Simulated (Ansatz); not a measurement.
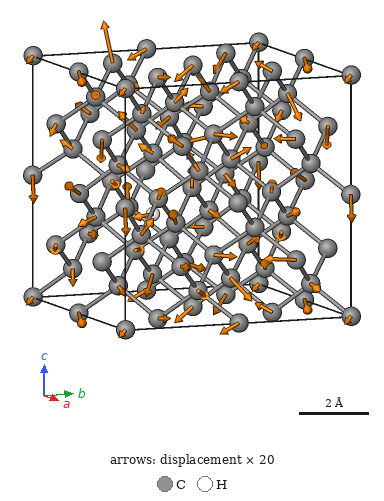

This is a relaxation of a defect cell of composition C64H. The starting structure is drawn; orange arrows show the displacements, 20 times their true length.

A ball-and-stick model of the cell of the calculation, seen slightly off an axis.

Method: Ansatz 0.2.0, DFT, PBEsol, PAW, plane waves. (plane-wave cutoff 420 eV; k-point mesh 1 × 1 × 1; mesh shifted by (0.25, 0.25, 0.25); collinear spin; atoms relaxed in a fixed cell; force threshold 0.03 eV/Å; at most 80 steps)

What did the optimiser do to the structure, and how much energy did it gain?

Answer. Over 3 geometry steps the energy falls by 1.935 eV per cell of the calculation. Largest force component: 3.6 eV/Å at the start, 0.029 eV/Å at the end. The largest moves, 0.065 Å, are those of C atoms. By element the largest moves are C 0.065 Å, H 0.034 Å. The lattice vectors keep their values. Some distances before and after: C–C 1.620 → 1.537 Å, C–C 1.477 → 1.537 Å, C–C 1.591 → 1.532 Å, C–C 1.505 → 1.558 Å. Bond angles that change, for instance: C–C–C 104.2° → 109.5°, C–C–C 104.7° → 109.9°, C–C–C 113.5° → 109.4°.

Limits of the set-up: the periodic images lie only 7.1 Å apart, so the values are limited by the cell's size.
